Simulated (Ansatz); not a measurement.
**Residual resistivity of an alloy: Nb(100) with 4 layers of random Nb-Re, 2x2**

Wanted: resistance against the alloy's length, first Nb(100) with 4 layers of random Nb-Re, 2x2.

Main program and level: Ansatz 0.2.0; Ansatz plane-wave DFT, PBE, PAW files; ballistic transport by layer matching (Landauer), zero bias; PAW set soft_1.

## 1. The starting structure

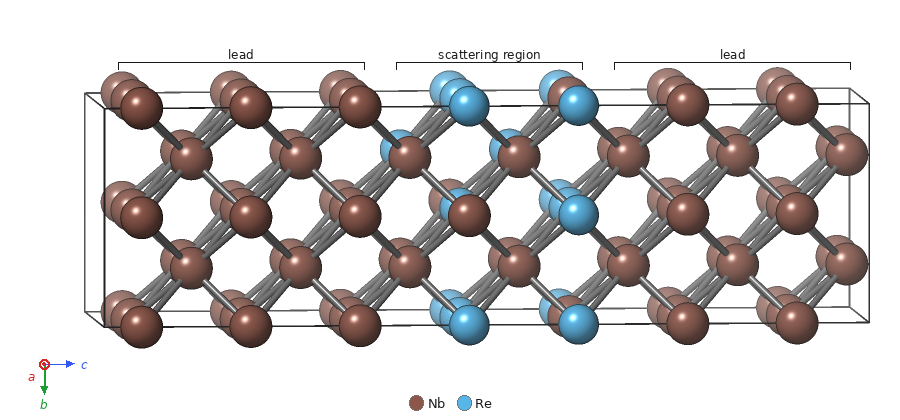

The starting structure, seen from the side, with the c axis across the page (niobium brown, rhenium blue). Some periodic images of atoms are drawn too.

The cell holds 56 atoms: 48 Nb and 8 Re. Cell: a = 6.613 Å, b = 6.613 Å, c = 23.144 Å, α = 90.0°, β = 90.0°, γ = 90.0°. It derives from Nb. Regions: lead, 40 atoms (40 Nb); scattering region, 16 atoms (8 Re and 8 Nb). The structure is stacked along c, and the current runs across the ab planes.

## 2. With 4 alloy layers

In 4 layers a share of 0.5 of the sites is given to Re at random. The layers about the cell's end stay perfect and serve as the lead. Disorder leaves little or no symmetry, which makes such runs dear. Energies from -0.05 to 0.05 eV in steps of 0.05 eV are too few for the program's thermal sum, so it prints no conductance; for a metal the transmission near the Fermi level serves, at a fraction of the cost.

Input file input.yaml:

```yaml
crystal:
  lattice:
    - [6.6126, 0.0, 0.0]
    - [0.0, 6.6126, 0.0]
    - [0.0, 0.0, 23.1441]
  atoms:
    - { symbol: Nb, position: [0.0, 0.0, 0.0357142857] }
    - { symbol: Nb, position: [0.0, 0.5, 0.0357142857] }
    - { symbol: Nb, position: [0.5, 0.0, 0.0357142857] }
    - { symbol: Nb, position: [0.5, 0.5, 0.0357142857] }
    - { symbol: Nb, position: [0.25, 0.25, 0.1071428571] }
    - { symbol: Nb, position: [0.25, 0.75, 0.1071428571] }
    - { symbol: Nb, position: [0.75, 0.25, 0.1071428571] }
    - { symbol: Nb, position: [0.75, 0.75, 0.1071428571] }
    - { symbol: Nb, position: [0.0, 0.0, 0.1785714286] }
    - { symbol: Nb, position: [0.0, 0.5, 0.1785714286] }
    - { symbol: Nb, position: [0.5, 0.0, 0.1785714286] }
    - { symbol: Nb, position: [0.5, 0.5, 0.1785714286] }
    - { symbol: Nb, position: [0.25, 0.25, 0.25] }
    - { symbol: Nb, position: [0.25, 0.75, 0.25] }
    - { symbol: Nb, position: [0.75, 0.25, 0.25] }
    - { symbol: Nb, position: [0.75, 0.75, 0.25] }
    - { symbol: Nb, position: [0.0, 0.0, 0.3214285714] }
    - { symbol: Nb, position: [0.0, 0.5, 0.3214285714] }
    - { symbol: Nb, position: [0.5, 0.0, 0.3214285714] }
    - { symbol: Nb, position: [0.5, 0.5, 0.3214285714] }
    - { symbol: Re, position: [0.25, 0.25, 0.3928571429] }
    - { symbol: Nb, position: [0.25, 0.75, 0.3928571429] }
    - { symbol: Nb, position: [0.75, 0.25, 0.3928571429] }
    - { symbol: Nb, position: [0.75, 0.75, 0.3928571429] }
    - { symbol: Re, position: [0.0, 0.0, 0.4642857143] }
    - { symbol: Nb, position: [0.0, 0.5, 0.4642857143] }
    - { symbol: Re, position: [0.5, 0.0, 0.4642857143] }
    - { symbol: Re, position: [0.5, 0.5, 0.4642857143] }
    - { symbol: Re, position: [0.25, 0.25, 0.5357142857] }
    - { symbol: Nb, position: [0.25, 0.75, 0.5357142857] }
    - { symbol: Nb, position: [0.75, 0.25, 0.5357142857] }
    - { symbol: Nb, position: [0.75, 0.75, 0.5357142857] }
    - { symbol: Re, position: [0.0, 0.0, 0.6071428571] }
    - { symbol: Re, position: [0.0, 0.5, 0.6071428571] }
    - { symbol: Nb, position: [0.5, 0.0, 0.6071428571] }
    - { symbol: Re, position: [0.5, 0.5, 0.6071428571] }
    - { symbol: Nb, position: [0.25, 0.25, 0.6785714286] }
    - { symbol: Nb, position: [0.25, 0.75, 0.6785714286] }
    - { symbol: Nb, position: [0.75, 0.25, 0.6785714286] }
    - { symbol: Nb, position: [0.75, 0.75, 0.6785714286] }
    - { symbol: Nb, position: [0.0, 0.0, 0.75] }
    - { symbol: Nb, position: [0.0, 0.5, 0.75] }
    - { symbol: Nb, position: [0.5, 0.0, 0.75] }
    - { symbol: Nb, position: [0.5, 0.5, 0.75] }
    - { symbol: Nb, position: [0.25, 0.25, 0.8214285714] }
    - { symbol: Nb, position: [0.25, 0.75, 0.8214285714] }
    - { symbol: Nb, position: [0.75, 0.25, 0.8214285714] }
    - { symbol: Nb, position: [0.75, 0.75, 0.8214285714] }
    - { symbol: Nb, position: [0.0, 0.0, 0.8928571429] }
    - { symbol: Nb, position: [0.0, 0.5, 0.8928571429] }
    - { symbol: Nb, position: [0.5, 0.0, 0.8928571429] }
    - { symbol: Nb, position: [0.5, 0.5, 0.8928571429] }
    - { symbol: Nb, position: [0.25, 0.25, 0.9642857143] }
    - { symbol: Nb, position: [0.25, 0.75, 0.9642857143] }
    - { symbol: Nb, position: [0.75, 0.25, 0.9642857143] }
    - { symbol: Nb, position: [0.75, 0.75, 0.9642857143] }
kpoints:
  mp_grid: { grid: [4, 4, 1] }
hamiltonian:
  xc: pbe
  pseudopotentials: { kind: paw, azcp: { folder: soft_1 } }
scf:
  occupations: { method: fermi_dirac, width: 0.1 }
output:
  transmission: { leads: [[0, 4]], kmesh: [8, 8], e_range: [-0.05, 0.05], de: 0.05 }
  write_potential: true
  write_density: true
  volumetric_format: npy
```

The run is started by

```bash
$ ansatz run input.yaml --threads 4 --pin off --max-ram 15360MiB --backend cpu --events-out ev --progress --plain --runs-dir out
```

Numbers of over 12 decimals in the logs are rounded to 6 here.

The log of the run:

```text
Engine: ansatz 0.2.0, x86_64-unknown-linux-gnu
Pseudopotentials: kind: paw
Pseudopotential: Nb, paw, valence charge 13, recommended cutoff 420 eV (normal), soft_1/Nb.paw.azcp
Pseudopotential: Re, paw, valence charge 15, recommended cutoff 420 eV (normal), soft_1/Re.paw.azcp
Functional definition: PBE
  parameter kappa = 0.804
  parameter beta = 0.066725
  exchange = pbe_x(kappa = kappa, mu = beta*pi^2/3)
  correlation = pbe_c(beta = beta)
Crystal: 56 atoms, lattice volume = 1012.010 Å³
Basis set: ecut = 420 eV, 19757 PW (Γ)
Bands: 447, of which v1, the nominal top of the filled ones, is band 372 counted from 1 (371 counted from 0)
Symmetry: 2 space group operations
Space group: Cm (ITA 8), of the structure as read, at distance tolerance 1.0e-4 Å
k-points: 7 of 16 (time reversal used)
Non-local potential: Nb, projectors of the file, l = 0: 3, l = 1: 2, l = 2: 2, l = 3: 1
Non-local potential: Re, projectors of the file, l = 0: 3, l = 1: 2, l = 2: 2, l = 3: 1
PAW form: soft (Blöchl's): semilocal exchange-correlation on the pseudo side does not see the compensation charge
PAW one-centre angular grid: Nb, 590 points (default); XC on 64 Gauss nodes
PAW one-centre angular grid: Re, 590 points (default); XC on 64 Gauss nodes
Initial density: superposition of atomic densities (chi_scale 0.1, normalization cell, long waves of neutral atoms (reshape's long-wave potential 4.85 eV rms, cloud 3.15 Å wide))
Initial wavefunctions: pseudopotential atomic-orbital guess
Functional: x = pbe(κ = 0.804, μ = 0.219515), c = pbe(β = 0.066725)
SCF iter   1: F=—  HF=-305504.207998 eV  |F-HF|=—  |Δ(HF+E_count)|=         —  Δρ=8.80e-2  dr2=8.63e2  ethr=3.10e-3  ⟨swp⟩=5.7  Hψ=10602  notcnv=0  defer=7
preconditioner: auto → Kerker (q_TF=auto, 2.592 Å⁻¹)  [metal: Δε(μ)=0.011 eV  Ē_g=4.009 eV  σ=0.100 eV  W_gap=0.03  n_scr=294 (ndim 8)  ℏωp=20.1 eV  f_vac=0.000  D(μ)=52.58/eV (n_scr^D=514)]
SCF iter   2: F=—  HF=-305479.944853 eV  |F-HF|=—  |Δ(HF+E_count)|=    2.43e1  Δρ=5.08e-2  dr2=2.68e2  ethr=3.10e-3  ⟨swp⟩=4.0  Hψ=6550  notcnv=0  defer=41
SCF iter   3: F=—  HF=-305469.337242 eV  |F-HF|=—  |Δ(HF+E_count)|=    1.06e1  Δρ=8.19e-3  dr2=1.12e1  ethr=3.10e-3  ⟨swp⟩=6.4  Hψ=11989  notcnv=0  defer=25
SCF iter   4: F=—  HF=-305469.167489 eV  |F-HF|=—  |Δ(HF+E_count)|=   1.70e-1  Δρ=1.67e-3  dr2=6.02e-1  ethr=1.50e-3  ⟨swp⟩=3.1  Hψ=3804  notcnv=0  defer=19
SCF iter   5: F=—  HF=-305469.158516 eV  |F-HF|=—  |Δ(HF+E_count)|=   8.97e-3  Δρ=7.38e-4  dr2=1.59e-1  ethr=8.09e-5  ⟨swp⟩=3.7  Hψ=3558  notcnv=0  defer=5
SCF iter   6: F=—  HF=-305469.155392 eV  |F-HF|=—  |Δ(HF+E_count)|=   3.12e-3  Δρ=1.87e-4  dr2=9.34e-3  ethr=2.13e-5  ⟨swp⟩=1.9  Hψ=3422  notcnv=0  defer=1
SCF iter   7: F=—  HF=-305469.155245 eV  |F-HF|=—  |Δ(HF+E_count)|=   1.47e-4  Δρ=5.36e-5  dr2=3.36e-4  ethr=1.26e-6  ⟨swp⟩=1.3  Hψ=3242  notcnv=0  defer=1
SCF iter   8: F=—  HF=-305469.155242 eV  |F-HF|=—  |Δ(HF+E_count)|=   2.43e-6  Δρ=8.42e-6  dr2=3.18e-6  ethr=4.52e-8  ⟨swp⟩=2.0  Hψ=3605  notcnv=0  defer=1
SCF iter   9: F=—  HF=-305469.154503 eV  |F-HF|=—  |Δ(HF+E_count)|=   7.39e-4  Δρ=2.14e-6  dr2=5.37e-7  ethr=4.27e-10  ⟨swp⟩=2.1  Hψ=4297  notcnv=0  defer=1
SCF iter  10: F=-305469.154503 eV  HF=-305469.154503 eV  |F-HF|=4.89e-9  |Δ(HF+E_count)|=   1.62e-8  Δρ=5.06e-7  dr2=6.11e-9  ethr=1.34e-11  ⟨swp⟩=10.3  Hψ=9574  notcnv=0
SCF 1 converged in 10 iterations: F = -305469.154503 eV  dr2 = 6.11e-9
  greatest PAW one-centre occupation: 1.000 electrons in one spin orbital (limit 2), on the Re atom at site 28 (counted from 0), in its partial waves of l = 0
transmission: 90 of 882 steps passed
transmission: 180 of 882 steps passed
[...]
transmission: 882 of 882 steps passed
SCF converged after 10 iterations
Free energy (F): -305469.154503 eV
Harris-Foulkes:  -305469.154503 eV  (|F-HF|=4.89e-9)
Internal energy: -305467.206811 eV  (E = F + TS)
E sigma→0 (E₀):  -305468.180657 eV
Entropy (-TS):   -1.947692 eV (-34.780 meV/atom)
Fermi energy:    17.969746 eV
--- Per-component energies (eV) ---
  E_band       = -4468.339602
  E_kinetic    = 22021.778815
  E_local      = -39871.469267  (includes V_loc(G=0)·N_el)
  E_nonlocal   = 5185.962021
  E_hartree    = 13486.800062
  E_xc         = -10785.906180
  E_vxc        = -11923.649370  (∫ρ·V_xc dr)
  E_paw        = -217574.742848  (= ΣΔE_a)
  E_vpaw       = -6854.565223  (= ΣTr[D̂ρ^β])
  E_aug_tail   = 0.002201  (compensation charges beyond the density's cutoff)
  E_ewald      = -77929.631615
  E_smearing   = -1.947692  (= −TS)
  E_closure    = 0.000000  (closes the sum)
  Σ components = -305469.154503   (vs F -305469.154503, Δ=0.00e0)
--- Band table (eV; the first three rows and the last of 7) ---
  k-point 0: bands = [... 368 lower, 18.3113, 18.3935, 18.4064, 18.4167, 18.4181, 18.4319, 18.4801, 18.5344, ... 71 higher]
  k-point 1: bands = [... 368 lower, 18.1610, 18.1927, 18.2430, 18.2520, 18.2776, 18.3050, 18.3525, 18.3633, ... 71 higher]
  k-point 2: bands = [... 368 lower, 17.9155, 17.9288, 17.9531, 17.9711, 17.9746, 17.9911, 18.0020, 18.0107, ... 71 higher]
  k-point 6: bands = [... 368 lower, 17.2307, 17.2825, 17.2891, 17.2996, 17.3492, 17.3841, 17.4084, 17.4232, ... 71 higher]
--- Transmission ---
  basis      : 385 plane waves across, 42 finite elements along
  points     : 21, standing for a mesh of 8 x 8
  energies   : 3 from -0.050000 to 0.050000 eV about the Fermi level, 0.050000 eV apart; the leads are filled to 0.000000 eV, and channels, transmission and decay are at 0.000000 eV
  crystal 0  : Nb4, at the sites [0, 4], period 1.6531 Å, over 16.53 Å; its Hamiltonian steps by up to 7.9 meV
    offset         : up to 0.0000 Å between an atom of the period and one for which it stands
    channels       : 1.085938e1 a spin
    conductance    : none, the energies end too early or step too widely for 300 K: set another output.transmission.e_range or a lower de, or, where they end at an eighth of basis.ecutwfc, a higher one
  junction   : crystal 0 to crystal 0, 0.70 to 22.19 Å
    transmission   : 4.526818e0 a spin
    conductance    : none, the energies end too early or step too widely for 300 K: set another output.transmission.e_range or a lower de, or, where they end at an eighth of basis.ecutwfc, a higher one
```

Wall time 6.4 min (4 threads of AMD EPYC 9R14 (Zen 4), shared host); peak memory 8.3 GiB; 21 min of CPU time.

In the SCF lines HF is the Harris–Foulkes energy and dr2 the Hartree energy of the density residual, in eV; the loop may stop once dr2 is under the threshold and the program's other checks hold. Hψ counts applications of the Hamiltonian.

This step gave:

```
free energy                                    : -305469.1545 eV
energy at zero smearing                        : -305468.1807 eV
Fermi energy                                   : 17.97 eV
cell area                                      : 43.73 Å²
transmission per spin nearest the Fermi level  : 4.527
open channels per spin nearest the Fermi level : 10.86
step of the lead's potential                   : 7.9 meV
```

Per spin. Transmission, zone mean against energy, zero at the Fermi level:

```
energy (eV)  transmission, zone mean
    -0.0500                     4.69
     0.0000                     4.53
     0.0500                     4.38
```

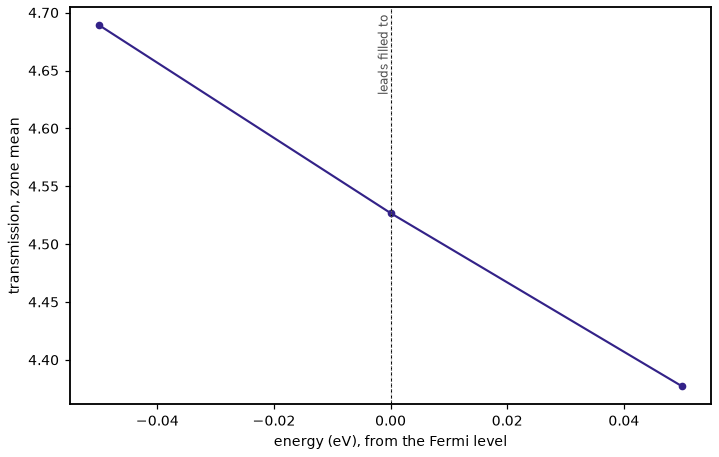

Transmission, zone mean against energy.

Per spin. The open channels, zone mean, lead by energy, zero at the Fermi level:

```
energy (eV)  open channels, zone mean, lead
    -0.0500                            11.7
     0.0000                            10.9
     0.0500                            10.4
```

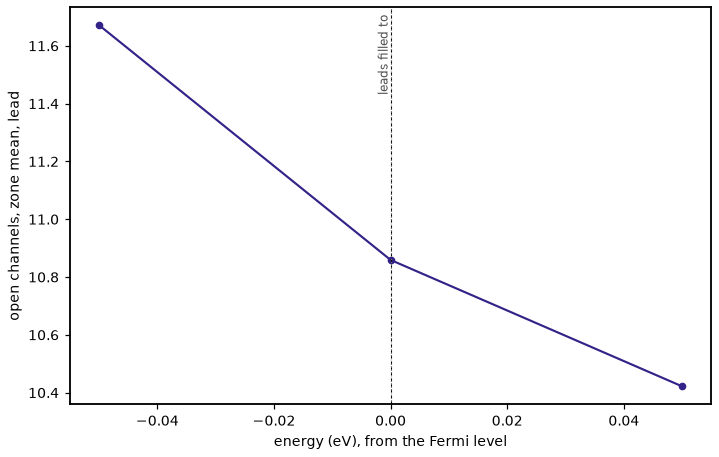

Open channels, zone mean, lead against energy.

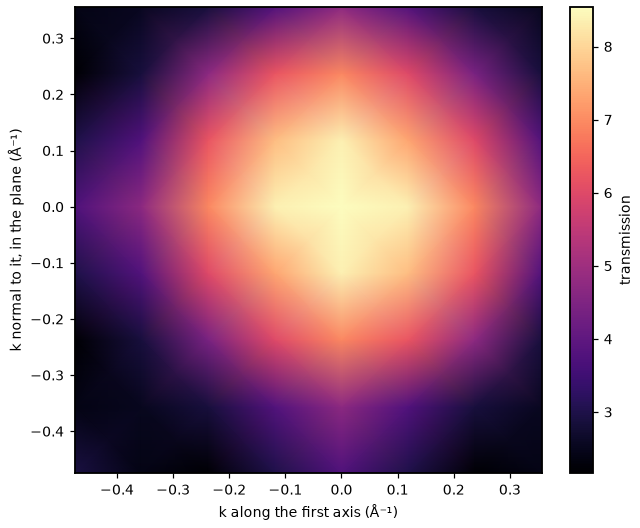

Transmission over k1 and k2. At 0.0000 eV from the Fermi level.

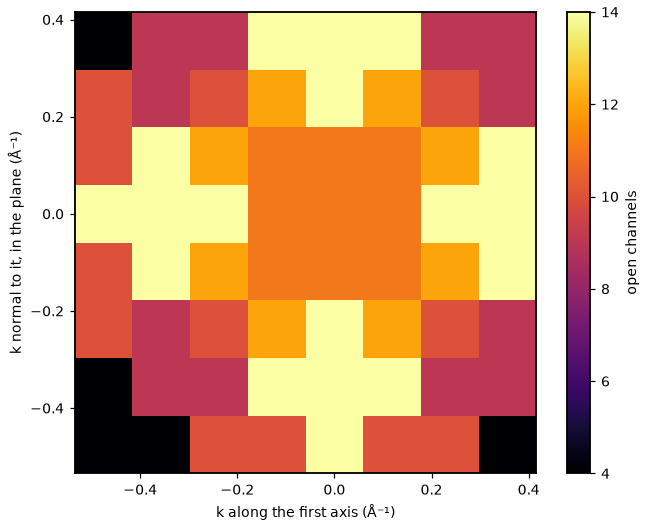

Open channels over k1 and k2. At 0.0000 eV from the Fermi level.

Over the solved energies the transmission per spin lies between 4.38 and 4.69, out of 11.0 channels of the lead on average (up to 11.7).

[end of part 1 of 2]

[Logs are printed without paths, hosts, clocks, repeated set-up lines and the standing remarks that a program may print on its own settings, such as how far it seeks lower states.]

[Hosts, paths, dates, database ids (printed as entryN), source tags and the programs' standing remarks are cut or masked in the printed files.]
